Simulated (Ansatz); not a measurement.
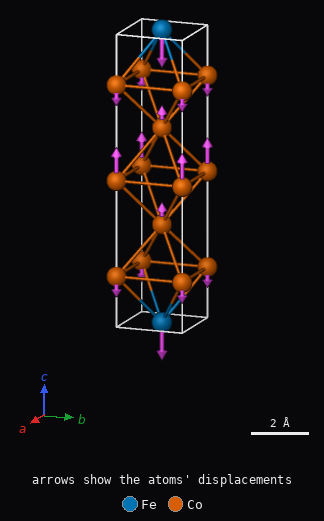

Normal modes of solid FeCo₅ (a generated structure), space group P4/mmm (No. 123), at the zone centre. The optical levels lie at 99 (×2), 117 (×2), 154, 162 (×2), 164, 182 (×2), 191 (×2), 237, 244, 286 cm⁻¹. One mode is drawn. The pink arrows are the displacements of the atoms (eigenvector over the root of the mass), of arbitrary overall length and sign. The picture is a ball-and-stick view of the cell of the calculation, seen slightly off an axis.

Computed with Ansatz, DFT PBE, scalar-relativistic, plane waves, PAW. Settings: plane-wave cutoff 420 eV; k-point mesh 14 × 14 × 4; occupations gaussian; smearing width 0.2 eV; collinear spin.

The frequencies depend somewhat on the k-mesh and the smearing.

Which of these frequencies is the drawn mode's?

The level at 164 cm⁻¹. This is the A₂u mode, optical level 5 of 10, counted from below, infrared-active by symmetry. The Fe and Co (2g) sublattices move against the Co (1b) and Co (2h) sublattices, along c; the kinetic energy is shared as Co 63 %, Fe 37 %. The crystal is a metal, so free carriers screen the infrared response.
